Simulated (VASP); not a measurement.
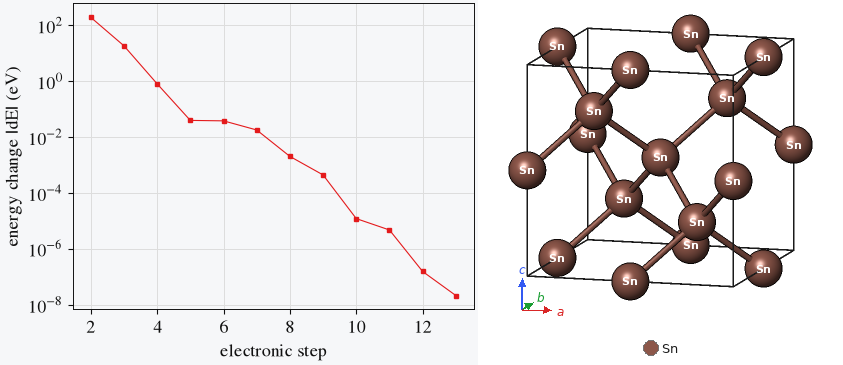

Beside the plot: the structure in its conventional cell.

The plot shows the electronic steps of a calculation: energy change |dE|.

Sn (2 atoms in the cell), run with VASP.

INCAR
```
ENCUT = 520.000000
SIGMA = 0.020000
EDIFF = 1.00e-07
GGA = PE
PREC = Accurate
IBRION = -1
ISIF = 2
ISMEAR = -1
NSW = 0
LASPH = .TRUE.
LCHARG = .FALSE.
LWAVE = .FALSE.
LREAL = .FALSE.
NELM = 60
NBANDS = 14
```

KPOINTS
```
KPOINTS created by Atomic Simulation Environment
0
Gamma
6 6 6
0 0 0
```

POSCAR
```
Sn
 1.0000000000000000
     0.0000000000000000    3.2844597813481733    3.2844597813481733
     3.2844597813481733   -0.0000000000000000    3.2844597813481733
     3.2844597813481733    3.2844597813481733   -0.0000000000000000
 Sn
   2
Cartesian
 -0.0000000000000000 -0.0000000000000000 -0.0000000000000000
  1.6422298906740866  1.6422298906740866  1.6422298906740866
```

Q: How did this run end?

A: The run converged; it took 13 steps. The energy change falls almost steadily, with no more than small rises or pauses.

Q: What is the energy change at the start and at the end?

A: It starts near 200 and ends near 2 × 10⁻⁸ eV.

Q: Is anything amiss with this input?

A: The input holds an odd setting (too few bands). The SCF closed; whether the result suffers can't be told from this run alone.
